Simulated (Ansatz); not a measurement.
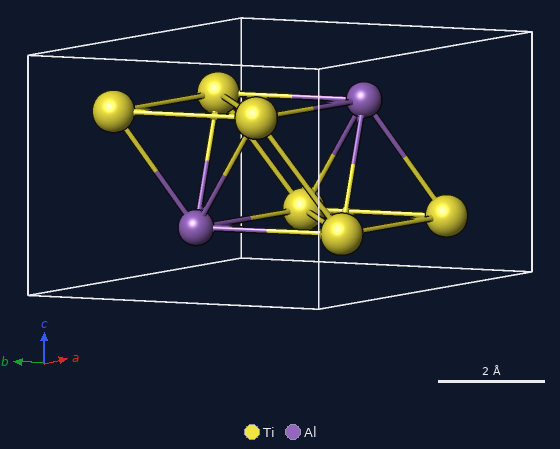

Lattice vibrations of solid Ti3Al, space group P6₃/mmc (No. 194), at the zone centre. A ball-and-stick model of the cell of the calculation, seen from a free direction.

Theory: DFT PBEsol, scalar-relativistic, plane waves, PAW (Ansatz).

Input file:
```yaml
crystal:
  lattice:
    - [5.6877954778, 0.0, 0.0]
    - [-2.8438977389, 4.9257753753, 0.0]
    - [0.0, 0.0, 4.607722049]
  atoms:
    - { symbol: Ti, position: [0.8303111834, 0.1696888166, 0.25] }
    - { symbol: Ti, position: [0.6606223668, 0.8303111834, 0.75] }
    - { symbol: Ti, position: [0.8303111834, 0.6606223668, 0.25] }
    - { symbol: Ti, position: [0.1696888166, 0.8303111834, 0.75] }
    - { symbol: Ti, position: [0.3393776332, 0.1696888166, 0.25] }
    - { symbol: Ti, position: [0.1696888166, 0.3393776332, 0.75] }
    - { symbol: Al, position: [0.3333333333, 0.6666666667, 0.25] }
    - { symbol: Al, position: [0.6666666667, 0.3333333333, 0.75] }
basis:
  ecutwfc: 420
kpoints:
  mp_grid: { grid: [12, 12, 10] }
hamiltonian:
  xc: pbesol
scf:
  occupations: { method: gaussian, width: 0.15 }
output:
  eigenvalues: true
phonons:
  method: fd
  supercell: [1, 1, 1]
  amplitude: 0.02
  eigenvectors: true
  dielectric: false
```

Command:
```bash
ansatz run input.yaml --threads 2 --pin off --max-ram 5120MiB --backend cpu --events-out ev --progress --plain --runs-dir out
```

### Which optical modes does it have, at what frequencies, and is it stable there?

The calculation's cell holds 8 atoms, so there are 21 optical modes, in 14 levels. The optical modes span 3E₂g + E₁g + 2B₁g + A₂g + E₂u + 2E₁u + A₁g + B₂u + B₁u + A₂u. No level is unstable.

```csv
level,symmetry,frequency (cm⁻¹),activity
1,E₂g,146,Raman-active
2,E₁g,161,Raman-active
3,E₂g,171,Raman-active
4,B₁g,178,silent
5,A₂g,196,silent
6,E₂u,222,silent
7,E₁u,257,infrared-active
8,A₁g,263,Raman-active
9,B₂u,273,silent
10,B₁u,282,silent
11,B₁g,300,silent
12,A₂u,302,infrared-active
13,E₁u,309,infrared-active
14,E₂g,321,Raman-active
```

The crystal is a metal, so free carriers screen the infrared response.

The displacement patterns (one member of each degenerate set), 6 of the levels:

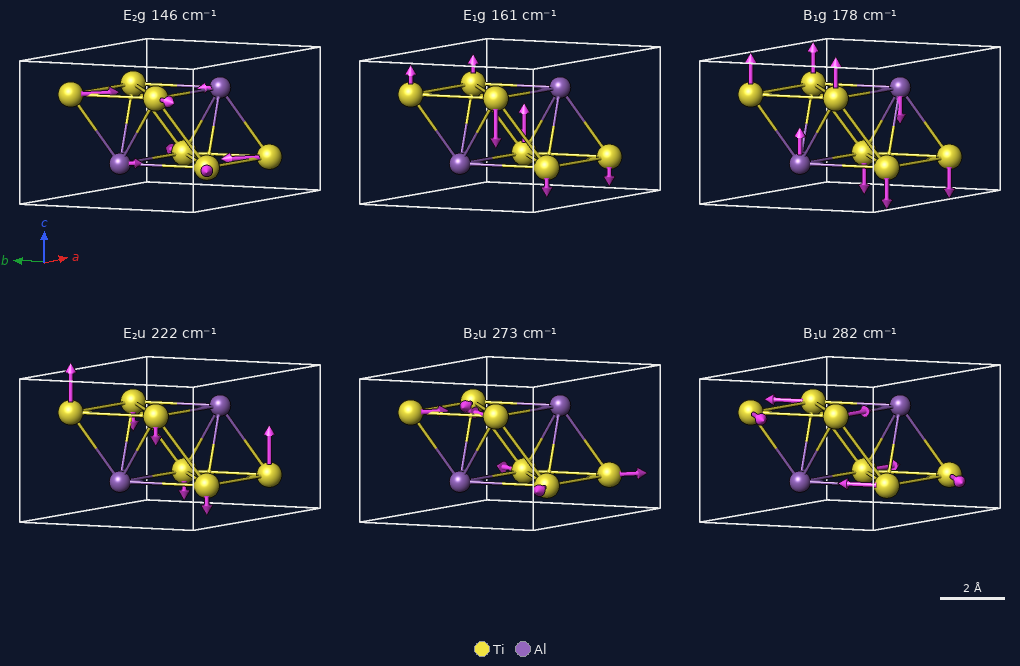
